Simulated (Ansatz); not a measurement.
Consider Si3Ni.

```yaml
crystal:
  lattice:
    - [4.25881, 0.00000, 0.00000]
    - [-2.12941, 3.68824, 0.00000]
    - [0.00000, 0.00000, 4.45549]
  atoms:
    - { symbol: Si, position: [0.00000, 0.00000, 0.50000] }
    - { symbol: Si, position: [0.33333, 0.66667, 0.00000] }
    - { symbol: Si, position: [0.66667, 0.33333, 0.00000] }
    - { symbol: Ni, position: [0.00000, 0.00000, 0.00000] }
```

Space group P6/mmm; a structure generated by program, which may or may not match a known phase; computed without spin polarisation.

All numbers below come from DFT PBE, scalar-relativistic, plane waves, PAW (Ansatz 0.2.0).

**What can the converged valence pseudo-density and electron localisation function tell about the bonding?**

Si–Ni (2.23 Å): ρ is about 0.54 e/Å³ halfway; the ELF peaks at about 0.80 in the valence shell of Si, 0.8 Å from its nucleus, and is about 0.50 at the midpoint.

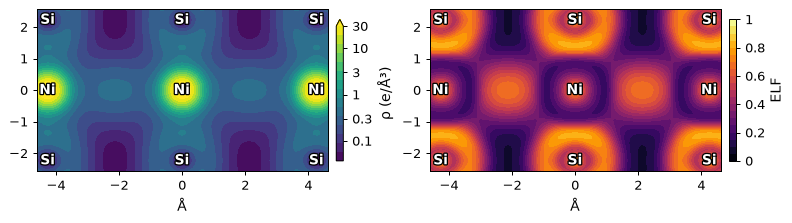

Computed valence pseudo-density and electron localisation function on the (100) plane of the conventional cell, in this order. 

The density is the valence pseudo-density of a PAW calculation; it isn't the true density close to the nuclei.
